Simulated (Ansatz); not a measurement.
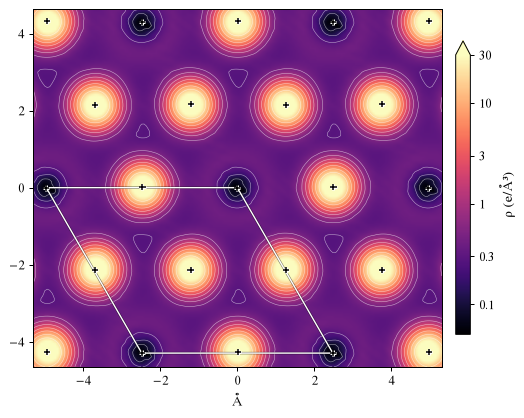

The valence pseudo-density on a plane through atoms (crosses mark nuclei in the plane).

These are results of Ansatz 0.2.0, DFT PBE, scalar-relativistic, plane waves, PAW, not measurements.

Candidates:
A. Zn17O15 (cell charge −2, with a compensating background) (cell with a defect), a = 7.93 Å, b = 7.93 Å, c = 8.63 Å, α = 117.36°, β = 117.36°, γ = 90.00°. 
B. SiNi3 (interface cell), a = 4.96 Å, b = 4.96 Å, c = 12.22 Å, α = 90.00°, β = 90.00°, γ = 120.00°. Computed without spin polarisation.

### Which system is this?

Candidate B: SiNi3 on the (001) plane of the calculation cell, which holds Si and Ni. Ni–Ni (2.46 Å): ρ is about 0.36 e/Å³ halfway. Si–Ni (2.46 Å): ρ at the midpoint is about 0.36 e/Å³.
